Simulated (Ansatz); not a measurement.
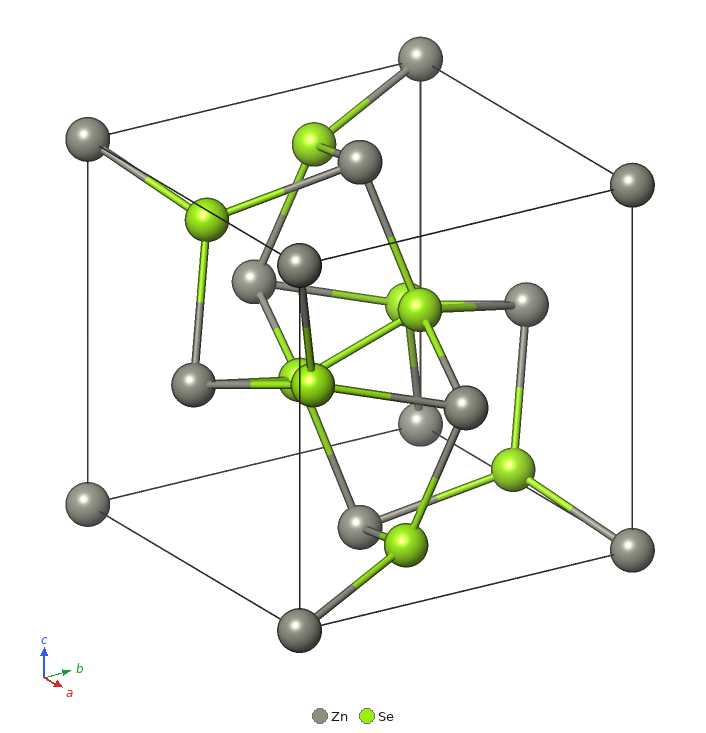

Structure drawing (ball-and-stick), viewed from a general direction. The wireframe shows the conventional unit cell. Cell: a = 6.239 Å, b = 6.239 Å, c = 6.239 Å, α = 90.00°, β = 90.00°, γ = 90.00°.

Describe this structure.

Chemical formula ZnSe2. The space group is Pa-3 (No. 205); the lattice is primitive cubic. The structure is of the kind named pyrite. There are 12 atoms in the cell: 4 Zn, 8 Se. The neighbours of Zn are six Se in an octahedral arrangement at about 2.6 Å. The coordination shell of Se holds three Zn and one Se in a distorted tetrahedral arrangement (about 2.6 Å to Zn, 2.4 Å to Se). The bonds build a three-dimensional framework.

Origin of the cell: a structure listed in the Materials Project. Earlier steps of the study may have refined or changed the cell and positions. It went into a calculation with Ansatz.
